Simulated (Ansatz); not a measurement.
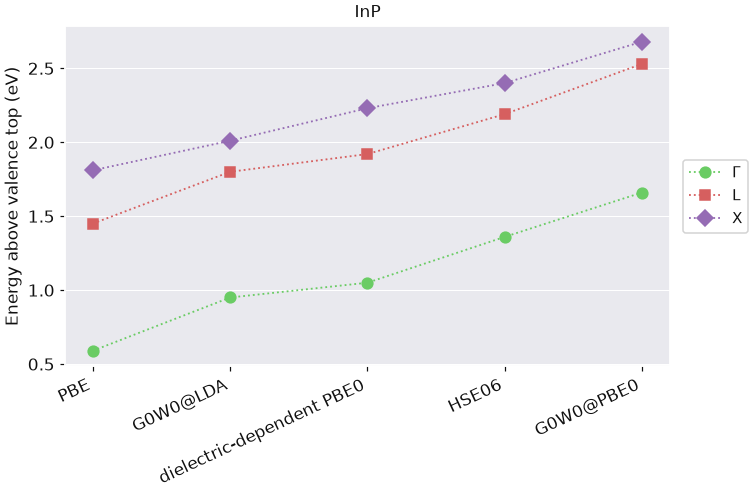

Lowest conduction level at each named k point, counted from the valence-band top at Γ, by several methods on one cell of zincblende InP, space group F-43m, 2 atoms in the primitive cell, relaxed with r2SCAN; cubic a = 5.908 Å. All runs are without spin-orbit coupling and carry no moments.

### How do the methods rank at Γ?

From low to high: PBE 0.59, G0W0@LDA 0.95, dielectric-dependent PBE0 1.05, HSE06 1.36, G0W0@PBE0 1.66 eV. Too close to rank are G0W0@LDA against dielectric-dependent PBE0 (different meshes).

### Do the methods agree on which of these conduction levels is lowest?

Yes: all put it at Γ.

| method | program | Γ (eV) | L (eV) | X (eV) |
| --- | --- | --- | --- | --- |
| PBE | Ansatz | 0.59 | 1.45 | 1.81 |
| G0W0@LDA | Ansatz | 0.95 | 1.80 | 2.01 |
| dielectric-dependent PBE0 | Ansatz | 1.05 | 1.92 | 2.23 |
| HSE06 | Ansatz | 1.36 | 2.19 | 2.40 |
| G0W0@PBE0 | Ansatz | 1.66 | 2.53 | 2.68 |

Settings. PBE: Ansatz PAW set, 8×8×8 k mesh, 420 eV cutoff, Fermi-Dirac smearing of 0.02 eV (Ansatz). G0W0@LDA: LDA, Ansatz PAW set, 4×4×4 k mesh, 420 eV cutoff, fixed occupations (Ansatz 0.2.0), G0W0 with empty bands 193, screening cutoff 140 eV and frequency treatment contour deformation. dielectric-dependent PBE0: Ansatz PAW set, 6×6×6 k mesh, 420 eV cutoff, fixed occupations (Ansatz 0.2.0). HSE06: Ansatz PAW set, 6×6×6 k mesh, 420 eV cutoff, fixed occupations (Ansatz 0.2.0). G0W0@PBE0: PBE0, Ansatz PAW set, 6×6×6 k mesh, 420 eV cutoff, fixed occupations (Ansatz 0.2.0), G0W0 with empty bands 282, screening cutoff 180 eV and frequency treatment contour deformation.

These are five of the 12 methods that were run on this cell. Spin-orbit coupling is left out, which matters for In. G0W0@LDA, dielectric-dependent PBE0, HSE06 and G0W0@PBE0: the PAW data sets were made with another functional. G0W0@LDA and G0W0@PBE0: the filled d shell of In makes GW gaps converge slowly, so they lie under their value at the basis limit. dielectric-dependent PBE0 and HSE06: the k mesh is thin for exact exchange. LDA, GGA and most meta-GGA functionals understate gaps. G0W0@LDA: the k mesh is coarse, so the values aren't converged. G0W0@LDA: the GW screening of so narrow a gap isn't settled on this k mesh. G0W0@PBE0: the k mesh is thin for GW. The GW runs differ in bands or cutoffs. The GW values are at finite bands, cutoffs and mesh, short of the basis limit.
